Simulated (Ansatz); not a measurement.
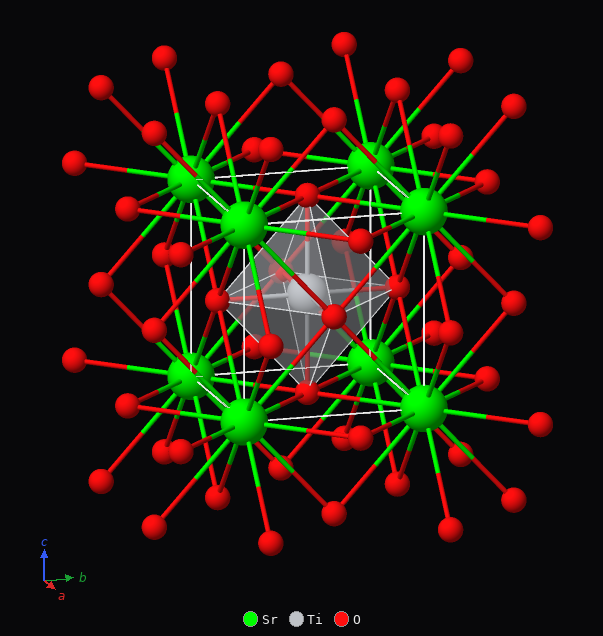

Polyhedral drawing of the structure, looking slightly off an axis. One conventional unit cell is framed, with atoms on its boundary repeated. Some neighbours outside the box are added.

SrTiO₃, space group P4/mmm (No. 123), a = 3.719 Å, b = 3.719 Å, c = 4.039 Å, α = 90.00°, β = 90.00°, γ = 90.00°. Starting structure: a structure listed in the Materials Project. The cell was then strained or its atoms displaced on purpose. It was run through Ansatz as a DFT input.

This one geometry was computed with Ansatz (DFT, plane waves, PAW) at three levels of theory: PBE, HSE06 and r2SCAN. It was relaxed with r2SCAN and then strained.

Question: Which level gives the highest pressure at this volume, and what does that say about its equilibrium volume?

Answer: Highest: PBE (20.4 GPa), which points to the largest equilibrium volume. Lowest, with the smallest volume: HSE06 (14.6 GPa). Levels within 0.5 GPa of each other can't be told apart.

Question: How does the band gap change with the level of theory?

Answer: PBE: a gap of 1.82 eV, indirect; r2SCAN: a gap of 2.22 eV, indirect; HSE06: a gap of 3.32 eV, indirect.

Question: Collect the results in a table.

Answer:
| level | cutoff (eV) | k-mesh of the run's cell | gap (eV) | pressure (GPa) |
| --- | --- | --- | --- | --- |
| PBE | 420 | 6×6×6 | 1.82 | 20.4 |
| HSE06 | 420 | 4×4×4 | 3.32 | 14.6 |
| r2SCAN | 500 | 6×6×6 | 2.22 | 16.6 |

Gaps are taken on the k-mesh or band path of each run.
